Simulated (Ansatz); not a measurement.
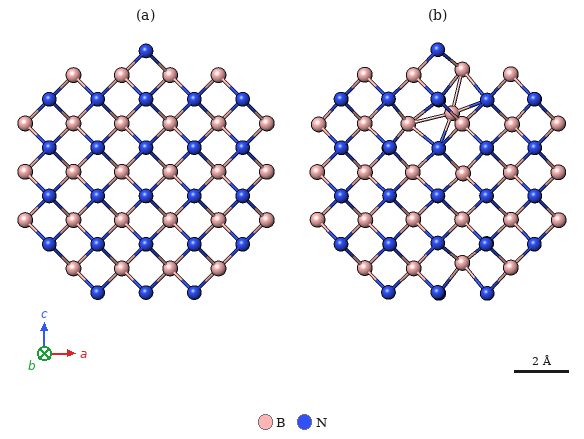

Left: perfect BN. Right: the same region with a pair of point defects, after relaxing the atoms in a supercell of 64 sites. Style: ball-and-stick. Shown: the atoms within 5.1 Å of one point, in a slice 5.0 Å thick across the line of sight, along the b axis.

Method: DFT, PBEsol, PAW, plane waves (Ansatz). Settings: plane-wave cutoff 420 eV; k-point mesh 1 × 1 × 1; mesh shifted by (0.25, 0.25, 0.25); collinear spin. Fermi-Dirac smearing of 0.01 eV. A uniform background neutralises the charged cell. The axes drawn are those of the host's conventional cell.

> Which defect is it?

A nitrogen atom is replaced by boron and an extra nitrogen atom is put between the host's atoms (an interstitial), the two sites 1.8 Å apart.

The charge state of the cell is +2.

> What does the relaxation do around it?

In the host the N atom has 4 B at 1.56 Å; the B atom ends with 3 N at 1.48 to 1.49 Å, 3 B at 1.72 Å. The N atom starts with 4 B at 1.56 to 1.57 Å, 6 N at 1.80 to 1.81 Å around its place and ends with 5 B at 1.49 to 1.70 Å. Of the host's atoms, a boron atom moves furthest from its site, by 0.21 Å. The B atom itself moves 1.48 Å from where it was put. The N atom itself moves 1.79 Å from where it was put. The cell's net moment is 1.00 μB.

Limits of the set-up: the periodic images lie only 7.2 Å apart, so the values are limited by the cell's size; the cell is charged, on a uniform background, and energies carry no finite-size correction.
